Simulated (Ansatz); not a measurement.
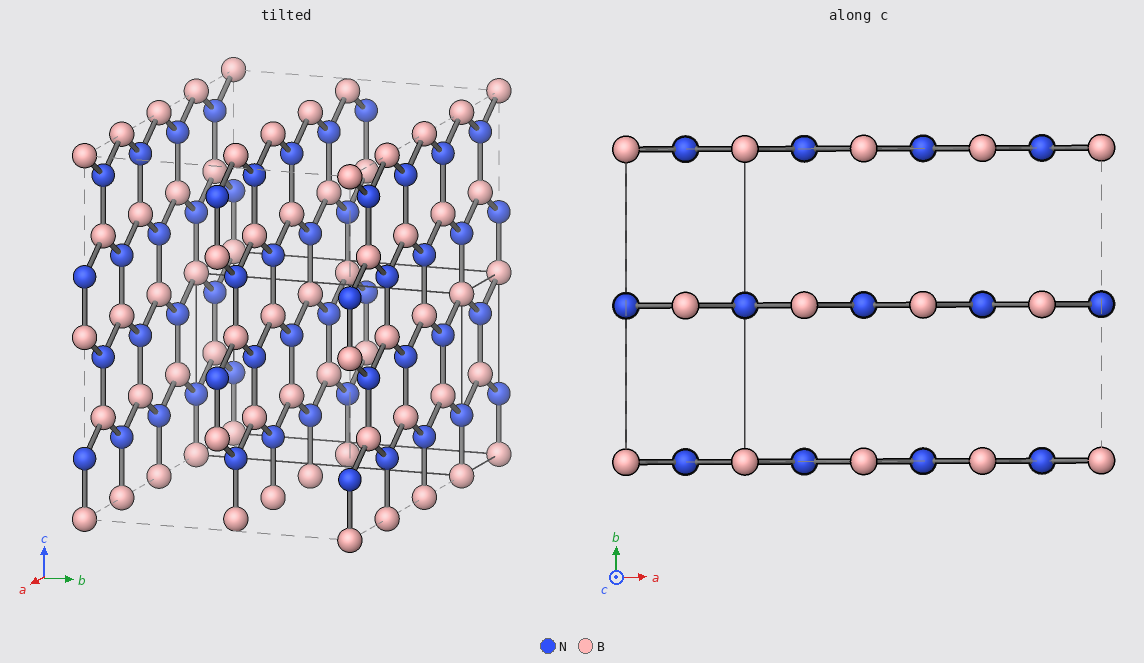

Shown here is a ball-and-stick view of the crystal, taken slightly off an axis and along the c axis. One drawn cell (a repeat of the simulation cell) is drawn solid; the view covers 4×1×2 cells. Cell: a = 2.502 Å, b = 6.586 Å, c = 4.327 Å, α = 90.00°, β = 90.00°, γ = 89.80°.

Characterise what is shown.

The structure is one of BN. Within 0.01 Å the space group is Fmm2 (No. 42), face-centred orthorhombic. It has 8 atoms to the cell (4 B, 4 N). Each N is bonded to three B in a trigonal planar arrangement at about 1.4 Å. B is surrounded by three N in a trigonal planar arrangement at about 1.4 Å. The bonds build BN layers parallel to (010).

The initial geometry was a structure listed in the Materials Project. Earlier steps of the study may have refined or changed the cell and positions. It went into a calculation with Ansatz.
